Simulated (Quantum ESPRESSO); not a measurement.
# Band-structure run, with input and output: P (part 3 of 3)

Continued. System: P (Cmce, 4 atoms in the cell). Method: Kohn-Sham DFT of a periodic cell, vdW-DF3-opt2, PseudoDojo 0.4.1 SR PBE standard, no spin polarisation (Quantum ESPRESSO 7.5); cutoff 598.65 eV, 8×8×6 k-mesh, fermi-dirac of 0.05 eV. The structure derives from a Materials Project entry.

Geometry of the input (Å; fractional positions):
```
1.6477  -5.4650  0.0000
1.6477  5.4650  0.0000
0.0000  0.0000  4.5436
P  0.9041  0.0959  0.5888
P  0.0959  0.9041  0.4112
P  0.5959  0.4041  0.0888
P  0.4041  0.5959  0.9112
```

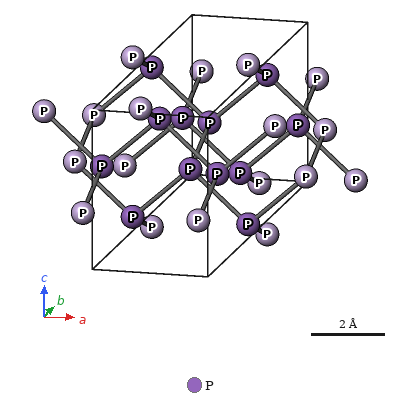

Fig. 1: The structure (ball-and-stick view of the cell 2 times as large as that of the calculation, set on its symmetry axes, seen slightly off an axis; neighbours outside the cell are drawn fainter). An atom can appear more than once, as a periodic image.

Launch command:
```bash
OMP_NUM_THREADS=1 pw.x -in pw.in > pw.out
OMP_NUM_THREADS=1 pw.x -in bands.in > bands.out
```

Results in brief

| quantity | value |
| --- | --- |
| outcome | converged |
| space group (tolerance 0.01 Å) | Cmce (64) |
| electrons treated | 20 |
| free energy | −754.6644 eV |
| Fermi energy | 6.854 eV |
| gap on the k-point mesh | 0.06 eV |
| gap on the band path | 0.06 eV |
| pressure | 1.33 GPa |
| largest force (length of the vector) | 0.561 eV/Å |
| hardware | 1 thread of INTEL XEON PLATINUM @ 2.30GHz (Emerald Rapids), 24 GiB of memory available, shared host |
| wall time | 3.7 min |
| peak memory | 0.17 GiB |

Further notes kept with the run: potentials made for another functional. Notes on the run: eigenvalues not converged. Points of doubt noted for this run: potentials made for another functional.
